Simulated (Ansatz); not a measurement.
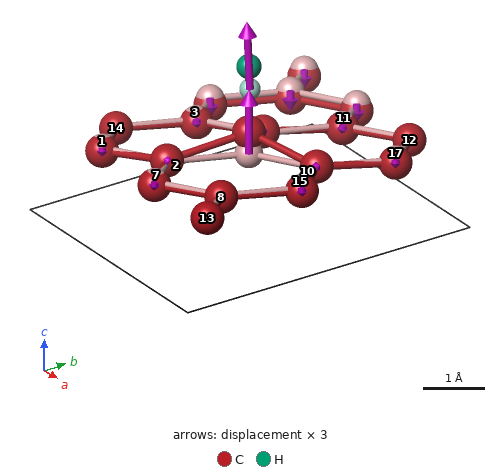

This is a relaxation of a slab of composition HC18. The starting structure is drawn faded, the final one solid; purple arrows show the displacements, magnified 3 times.

A ball-and-stick model of the cell of the calculation, outlined in the plane, without the vacuum (origin shifted), seen slightly off an axis.

It is H on graphene monolayer, set down by a guess. The run prepares an end point of a later path (adatom hop) calculation, from a guessed geometry.

Theory: Ansatz, DFT PBE, scalar-relativistic, plane waves, PAW. Set-up: plane-wave cutoff 420 eV; k-point mesh 2 × 2 × 1; occupations gaussian; smearing width 0.05 eV; collinear spin; atoms relaxed in a fixed cell; force threshold 0.03 eV/Å; at most 60 steps.

Question: Describe the change and its energy.

Answer: The largest move relative to the layer's centre is that of the H atom, 0.40 Å along the normal (+c). Largest moves by element: H 0.40 Å, C 0.37 Å. The cell stays as it was. Some distances before and after: C–C 1.424 → 1.496 Å, C–H 1.101 → 1.127 Å, C–C 1.424 → 1.407 Å, C–C 1.424 → 1.432 Å. Among the angles between lasting bonds that change: C–C–H 87.9° → 103.5°, C–C–H 90.5° → 103.5°, C–C–H 91.6° → 103.6°. Over 5 accepted moves (6 points after the start) the energy falls by 0.630 eV per cell of the calculation. Largest force component: 2.5 eV/Å at the start, 0.012 eV/Å at the end. The line search rejected the trial step at point 3 of the run. The program noted that the starting moments weren't kept. The run took 65 s on 2 threads of Arm Neoverse V1 (shared host), peak memory 0.89 GiB.

Limits of the set-up: the periodic images lie only 7.4 Å apart, so the values are limited by the cell's size.
